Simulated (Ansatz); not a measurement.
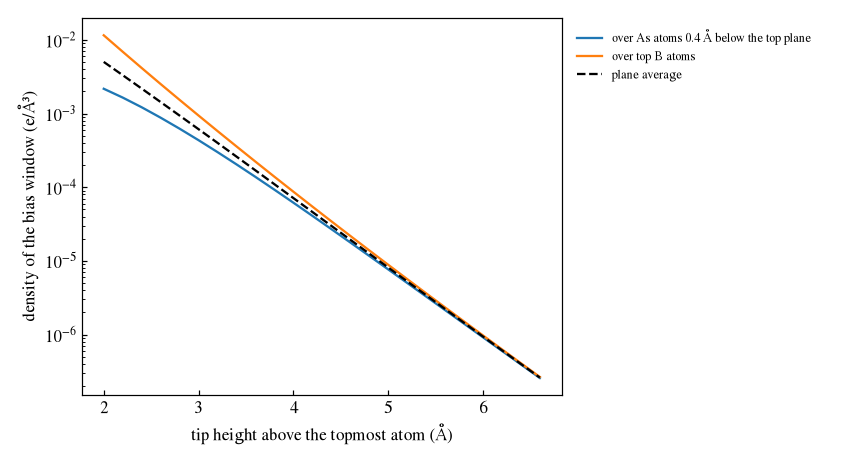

Approach curves over BAs(111) (F-43m bulk, 8 atomic planes (those closer than 0.6 Å count as one), 9 Å, B-terminated) at a sample bias of +1.00 V.

Tersoff–Hamann simulation (s-wave tip); biases are sample biases. Bias windows are sharp sums over the levels of the k mesh.

All numbers here come from Ansatz, DFT PBE, scalar-relativistic, plane waves, PAW. Cutoff 420 eV, 21 × 21 k-points, Gaussian smearing 0.05 eV, dipole correction. The slab is a cut without reconstruction beyond its cell, at the source's lattice constants, with its lower half held fixed and the rest relaxed. Real surfaces of this kind mostly reconstruct in larger cells, which this cell doesn't allow. No spin polarisation. The run couldn't confirm all of its levels under its output density. The run warns that the functional's potential is rough in the thin density of the vacuum, where the tip is; weak contrasts and barriers may feel it.

Question: How fast does the current decay, and what apparent barrier height does that imply?

Answer: Near 4 Å the plane average falls as exp(−2.17 z/Å), a factor of 8.7 per ångström, which gives an apparent barrier of 4.5 eV (0.952 eV Å² times the slope squared). The vacuum level lies 4.27 eV above zero bias. The upper edge of the window lies 3.27 eV under it. The apparent barrier is above 3.27 eV. At 4 Å the 0.50 eV of states nearest the upper edge carry 49 % of the density.
